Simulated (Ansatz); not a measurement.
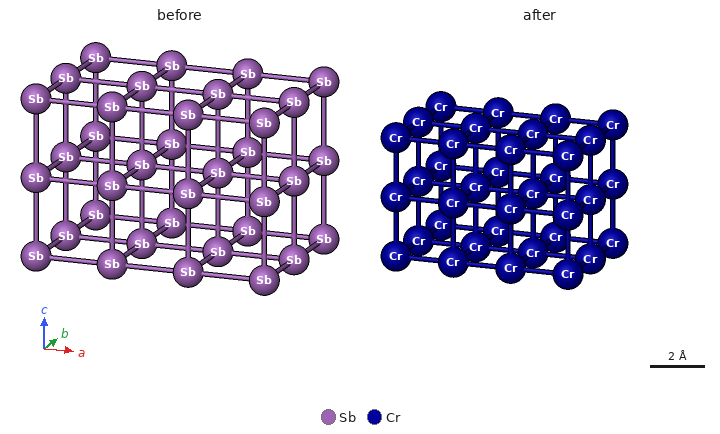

Left: solid Sb (set up in Pm-3m). Right: the same structure after one change, at the same scale. A ball-and-stick model of the cell of the calculation, repeated 3 × 2 × 2 with one cell outlined, seen slightly off an axis.

Theory: Ansatz, DFT PBEsol, scalar-relativistic, plane waves, PAW. Settings: plane-wave cutoff 420 eV; occupations gaussian; smearing width 0.1 eV; no spin polarisation. The k-mesh is chosen for each cell (14×14×14, 18×18×18).

What was changed?

Answer. Every antimony atom is replaced by chromium, which gives Cr. Cell and atoms are relaxed again (to zero pressure within 0.1 GPa, forces under 0.01 eV/Å).

And its effect?

Answer. The volume per atom goes from 28.70 to 12.27 Å³. The volume changes by −57.3 %, with a = b = c 3.062 → 2.306 Å (−24.7 %). The space group stays Pm-3m (No. 221). Both are metals.
